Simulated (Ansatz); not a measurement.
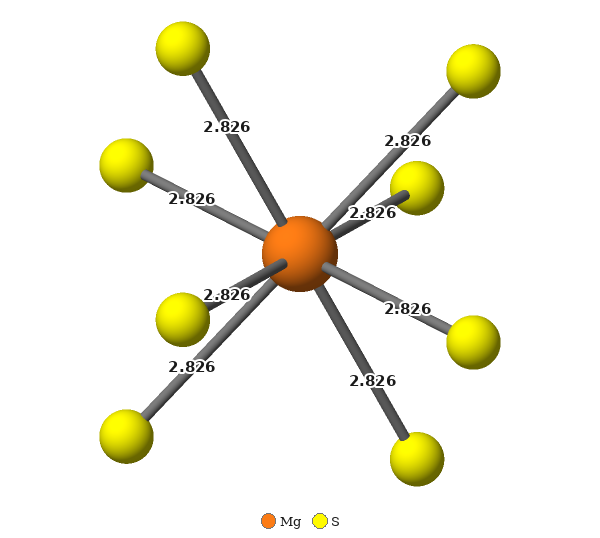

The surroundings of site Mg1 (at 0.000, 0.000, 0.000) in MgS (Pm-3m), with bond lengths in Å.

Origin of the cell: the input geometry of an electronic-structure calculation (not necessarily at equilibrium); the starting structure was generated, so it need not be a known form of this composition.

```
CELL_PARAMETERS angstrom
3.26282 0.00000 0.00000
0.00000 3.26282 0.00000
0.00000 0.00000 3.26282
ATOMIC_POSITIONS crystal
Mg 0.00000 0.00000 0.00000
S 0.50000 0.50000 0.50000
```

Bond valence s = exp((R0 − d)/b), R0 fitted to published crystal structures with b = 0.37 Å; R0 in Å: Mg2+–S 2.186.

Q: Calculate the bond-valence sum of Mg1 from the bonds drawn.

A: 8 × 0.177 = 1.42 v.u., against a formal valence of 2: underbonded (bonds long for this ion) by 0.58.

Q: And over the whole structure?

A:
| site | x, y, z | formal valence | bond-valence sum | difference |
| --- | --- | --- | --- | --- |
| Mg1 | 0.000, 0.000, 0.000 | +2 | 1.42 | -0.58 |
| S1 | 0.500, 0.500, 0.500 | −2 | 1.42 | -0.58 |

These sums include all anions within 5 Å. The global instability index (root mean square of the differences over all atoms) is 0.58 v.u.: above 0.2, which by the usual rule of thumb marks a strained structure. The cell was not relaxed for this table, and a volume that is off by a few per cent shifts all sums together.
